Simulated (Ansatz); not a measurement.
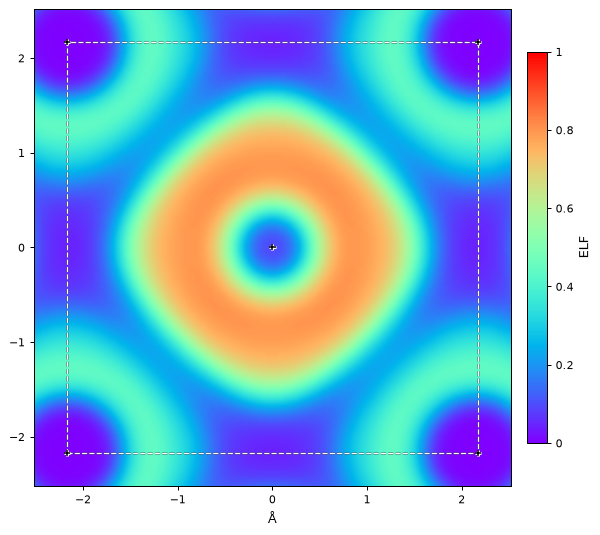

The electron localisation function on a plane through atoms (crosses mark nuclei in the plane).

Computed with DFT, r2SCAN, plane waves, PAW in Ansatz.

Candidates:
A. GaN, a = 3.37 Å, b = 3.37 Å, c = 5.04 Å, α = 90.00°, β = 90.00°, γ = 120.00°. Space group P6₃mc; started from the measured structure prototype, which need not be the ambient phase; changed on purpose from its base cell (epitaxial xy strain +5.9%); computed pressure about −14 GPa in this cell.
B. PbSe, a = 4.34 Å, b = 4.34 Å, c = 6.47 Å, α = 90.00°, β = 90.00°, γ = 90.00°. Space group I4/mmm; started from the measured structure prototype, which need not be the ambient phase; changed on purpose from its base cell (uniaxial z strain +5.5%).

> Which system is this?

Candidate B: PbSe on the (001) plane of the conventional cell, which holds Pb and Se. Pb–Se (3.07 Å): the ELF is about 0.30 at the midpoint.
